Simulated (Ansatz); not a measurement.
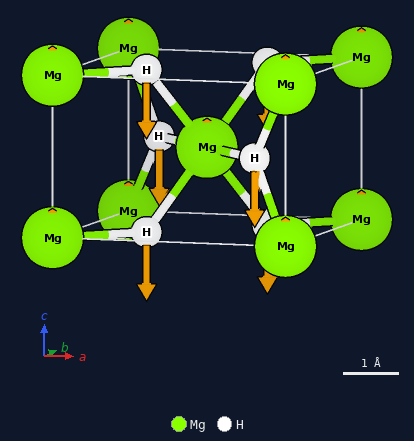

One vibrational mode of crystalline MgH2 (a generated structure) at the zone centre. The orange arrows are the displacements of the atoms (eigenvector over the root of the mass), of arbitrary overall length and sign. A ball-and-stick model of the cell of the calculation, seen slightly off an axis.

The calculation used DFT PBE, scalar-relativistic, plane waves, PAW (Ansatz).

Input file:
```yaml
crystal:
  lattice:
    - [4.5168034799, 0.0, 0.0]
    - [0.0, 4.5168034799, 0.0]
    - [0.0, 0.0, 3.0132594083]
  atoms:
    - { symbol: Mg, position: [0.5, 0.5, 0.5] }
    - { symbol: Mg, position: [0.0, 0.0, 0.0] }
    - { symbol: H, position: [0.6955940926, 0.6955940926, 0.0] }
    - { symbol: H, position: [0.8044059074, 0.1955940926, 0.5] }
    - { symbol: H, position: [0.3044059074, 0.3044059074, 0.0] }
    - { symbol: H, position: [0.1955940926, 0.8044059074, 0.5] }
basis:
  ecutwfc: 420
kpoints:
  mp_grid: { grid: [6, 6, 8] }
hamiltonian:
  xc: pbe
scf:
  occupations: { method: fixed }
output:
  eigenvalues: true
phonons:
  method: dfpt
  dielectric: true
  rigid_motions: translations
  eigenvectors: true
  qmesh: [2, 2, 2]
  temperatures: { t_max: 1000, t_step: 100 }
  qpath:
    path:
      - [[0.0, 0.0, 0.0], [0.0, 0.5, 0.0], [0.5, 0.5, 0.0], [0.0, 0.0, 0.0], [0.0, 0.0, 0.5], [0.0, 0.5, 0.5], [0.5, 0.5, 0.5], [0.0, 0.0, 0.5]]
      - [[0.0, 0.5, 0.0], [0.0, 0.5, 0.5]]
      - [[0.5, 0.5, 0.0], [0.5, 0.5, 0.5]]
    npoints: 8
```

Run as
```bash
ansatz run input.yaml --threads 1 --pin off --max-ram 2560MiB --backend cpu --events-out ev --progress --plain --runs-dir out
```

Frequencies are those without the non-analytic (LO–TO) term.

Give the symmetry, activity and frequency of this mode.

This is the A₂u mode at 850 cm⁻¹, optical level 6 of 11, counted from below, infrared-active by symmetry. The H sublattice moves against the Mg sublattice, along c; it stretches the shortest H–Mg bonds (1.96 Å); the kinetic energy is shared as H 92 %, Mg 8 %. Its infrared intensity is 96 (D/Å)²/amu.
